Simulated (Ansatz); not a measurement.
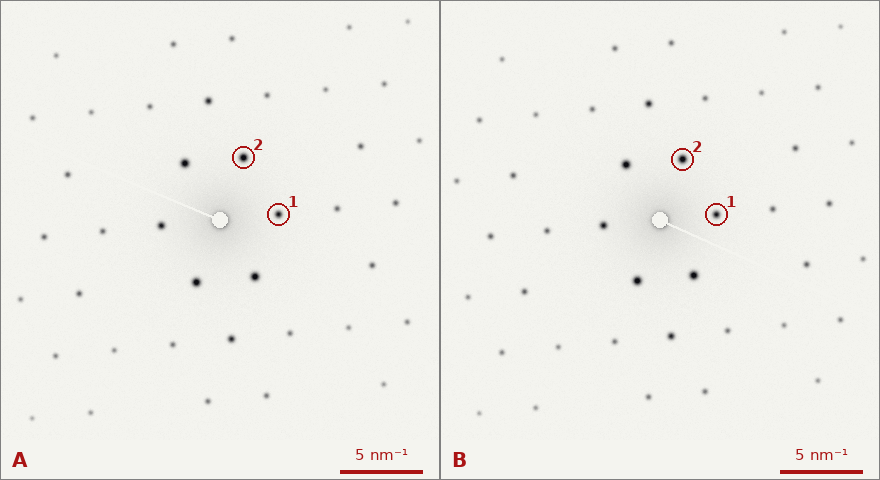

Kinematic electron diffraction patterns (120 kV, B = 0.5 Å², same scale) along [011] of the run's own cell, for the start and the end of one relaxation of Sc with Ansatz, DFT PBE, scalar-relativistic, plane waves, PAW. k mesh 15×15×8. The start is a generated model structure, and the relaxation ends in the nearest stationary point of its symmetry, not necessarily the ground state. Spot 1 is -1 0 0 and spot 2 is 0 -1 1 in both.

Start structure:

```
CELL_PARAMETERS angstrom
3.19612 0.00000 0.00000
-1.59806 2.76792 0.00000
0.00000 0.00000 5.21925
ATOMIC_POSITIONS crystal
Sc 0.00000 0.00000 0.00000
Sc 0.33333 0.66667 0.50000
```

Which pattern belongs to the start structure, and which to the relaxed one?

Answer. A is the start: its cell gives d(1) = 2.768 Å, d(2) = 2.445 Å and an angle of 63.8°. B is the relaxed structure, with d(1) = 2.874 Å (+3.8 %), d(2) = 2.511 Å (+2.7 %) and 64.1°.

What did the relaxation do to the structure and the energy?

Answer. The volume changed by +6.7 % to 24.63 Å³ an atom; the fractional coordinates hardly changed; the space group stayed P6_3/mmc (No. 194); the free energy fell by 29 meV an atom. Relaxed cell: a = 3.319 Å, b = 3.319 Å, c = 5.164 Å, α = 90.00°, β = 90.00°, γ = 120.00°.
